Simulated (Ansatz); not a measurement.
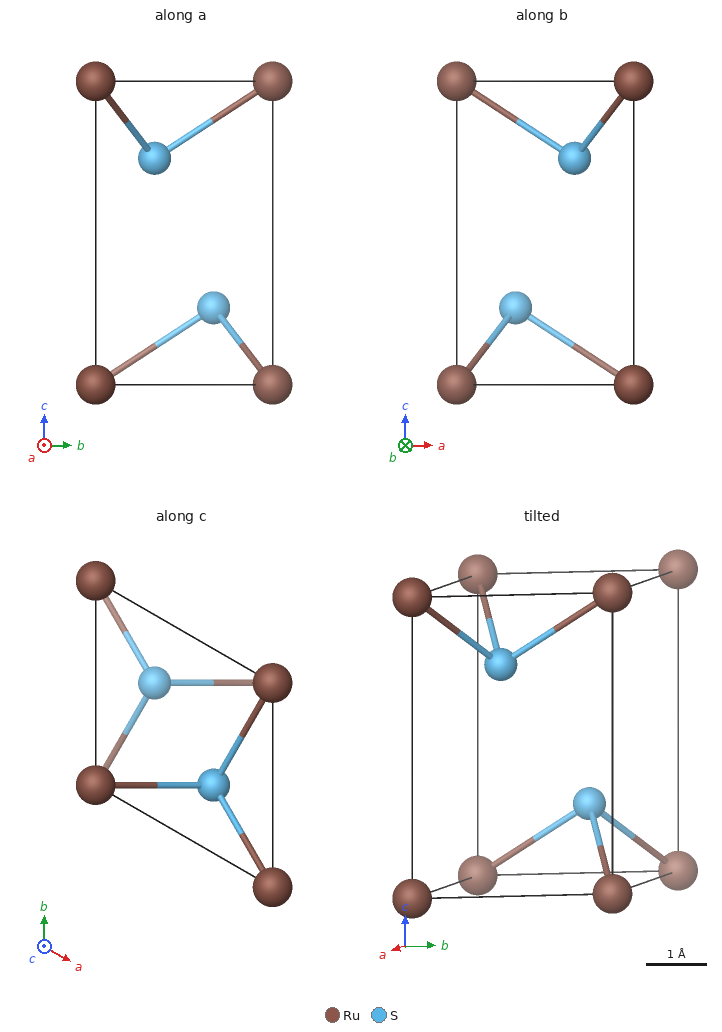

Ball-and-stick drawing of the structure, looking along the a axis, along the b axis, along the c axis and slightly off an axis. One conventional unit cell is outlined, and atoms on its boundary appear in each equivalent place.

Lattice parameters: a = 3.443 Å, b = 3.443 Å, c = 5.113 Å, α = 90.00°, β = 90.00°, γ = 120.00°.

Question: Reconstruct the structure as a table of Wyckoff sites, with free fractional coordinates to two decimals.

Answer: Space group P-3m1 (No. 164).
| atom | site | x | y | z |
| --- | --- | --- | --- | --- |
| Ru | 1a | 0.00 | 0.00 | 0.00 |
| S | 2d | 0.3333 | 0.6667 | 0.25 |

Starting structure: a structure type filled with these elements by a generator (whether the compound takes this form wasn't checked). Earlier steps of the study may have refined or changed the cell and positions. It went into a calculation with Ansatz.

At this level of theory the cell isn't at rest (stretched, at -8 GPa), so its distances can differ from those at equilibrium, the more so the softer the solid.
